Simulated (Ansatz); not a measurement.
## Ga23N24 (charge −1): geometry relaxation (part 5 of 5)

The same run, continued: Ga23N24 (defect cell, 47 atoms in the cell, total charge −1); DFT PBE, scalar-relativistic, plane waves, PAW, spin-polarised (Ansatz 0.2.0); cutoff 420 eV, 2×2×2 k-mesh, Gaussian smearing of 0.01 eV, collinear spins. The structure derives from an entry of the Crystallography Open Database.

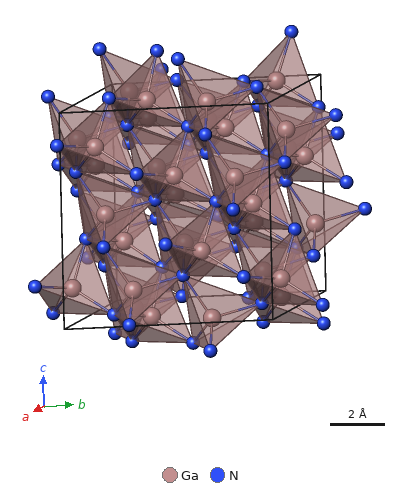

Fig. 1: The geometry at step 4 of the log (polyhedral view of the cell of the calculation, seen slightly off an axis; polyhedra are completed across the faces of the cell).

Trajectory as extended XYZ, continued
```
47
Lattice="3.2184 -5.5745 -5.2430 -6.4369 0.0000 -5.2430 3.2184 5.5745 -5.2430" Properties=species:S:1:pos:R:3:forces:R:3 step=4 energy=-96230.86122
Ga    1.6127    4.6487   -5.2738   -0.0005  -0.0011  -0.0066
Ga   -0.0120   -3.6974   -5.2373   -0.0013  -0.0071   0.0032
Ga   -4.8032   -0.9204   -5.2374   -0.0027   0.0038   0.0036
Ga   -0.0021    1.8404   -5.2374    0.0023   0.0008   0.0031
Ga    3.2148   -3.7066   -5.2534    0.0010  -0.0036  -0.0020
Ga    0.0163    1.8700  -10.4904    0.0028  -0.0023   0.0036
Ga    1.6107   -0.9352  -10.4971    0.0024   0.0009   0.0000
Ga    1.5986   -0.9193   -5.2474    0.0027   0.0047   0.0055
Ga    3.2310    1.8641   -5.2536   -0.0028   0.0016  -0.0005
Ga   -3.2140    1.8457   -5.2475   -0.0026  -0.0006   0.0043
Ga   -1.6057   -0.9260  -10.4866    0.0008  -0.0005   0.0060
Ga   -0.0038   -1.8524   -7.8529   -0.0046   0.0003  -0.0076
Ga    0.0023   -1.8428   -2.6396   -0.0119   0.0079  -0.0010
Ga   -1.6157    0.9251   -2.6395    0.0001  -0.0127  -0.0030
Ga   -3.2088   -1.8498   -7.8525    0.0025   0.0030  -0.0048
Ga    1.6121    0.9350   -7.8692   -0.0018   0.0033  -0.0019
Ga    1.6104    0.9300   -2.6262   -0.0032  -0.0012  -0.0011
Ga   -1.6028   -4.6431   -7.8692    0.0032  -0.0002  -0.0019
Ga    0.0150    3.7145   -7.8831    0.0109   0.0061   0.0001
Ga    3.2185   -1.8496   -7.8717   -0.0007  -0.0038  -0.0006
Ga    4.8374    0.9326   -7.8717   -0.0011   0.0011   0.0004
Ga   -1.6043    0.9243   -7.8529    0.0019  -0.0037  -0.0028
Ga   -3.2179    3.7138   -7.8719    0.0025   0.0009   0.0008
N    -1.6057   -0.9260   -8.5153    0.0010   0.0004   0.0040
N    -1.6054   -0.9257   -3.0766   -0.0023  -0.0015   0.0015
N    -0.0062   -3.7113   -8.5249    0.0007   0.0039   0.0011
N     1.6192   -0.9187   -3.2817    0.0030  -0.0012  -0.0006
N     0.0067    1.8518   -8.5247   -0.0030   0.0012  -0.0005
N     0.0031    1.8654   -3.2637    0.0030   0.0030  -0.0014
N    -3.2096   -3.7154   -8.5246   -0.0029  -0.0005  -0.0015
N    -1.6091    4.6464   -8.5068   -0.0027  -0.0013  -0.0006
N     1.6122   -0.9202   -8.5252   -0.0002  -0.0023   0.0016
N     3.2255    1.8596   -8.5066    0.0019  -0.0036  -0.0023
N    -3.2196    1.8578   -8.5248    0.0016   0.0022  -0.0015
N     4.8311   -0.9259   -8.5253    0.0010   0.0006   0.0054
N     0.1521   -1.9400   -5.9519    0.0014  -0.0012   0.0021
N     3.2306    3.7176   -5.8829    0.0070  -0.0019   0.0049
N     1.6098   -4.6336   -5.8829   -0.0015   0.0067   0.0050
N    -3.3626   -1.9409   -5.9513   -0.0030  -0.0026  -0.0011
N     1.6191    0.9374   -5.8947   -0.0001  -0.0019  -0.0050
N    -4.8321    0.9351   -5.8948    0.0023   0.0004  -0.0043
N     1.6141    0.9242  -11.1379   -0.0013   0.0018  -0.0038
N    -0.0023    3.7128   -5.8833   -0.0060  -0.0054   0.0053
N     3.2345   -1.8478   -5.8963   -0.0010   0.0017  -0.0015
N    -1.6057    0.9177  -11.1393    0.0011   0.0003  -0.0024
N    -1.6063    1.1032   -5.9517    0.0006   0.0039  -0.0007
N    -0.0090   -1.8479  -11.1395   -0.0006  -0.0002  -0.0006
```

Results in brief

```tsv
quantity	value
outcome	converged
electrons treated	420
free energy	−96230.8612 eV
Fermi energy	9.269 eV
gap on the k-point mesh	0.06 eV
net moment of the cell	2.00 μB
integrated absolute moment	2.22 μB
final volume	564.39 Å³
largest force (length of the vector) at the end	0.014 eV/Å
hardware	8 threads of Arm Neoverse V2, 128 GiB of memory available, shared host
wall time	4.4 min (CPU time 33 min)
peak memory	5.2 GiB
```
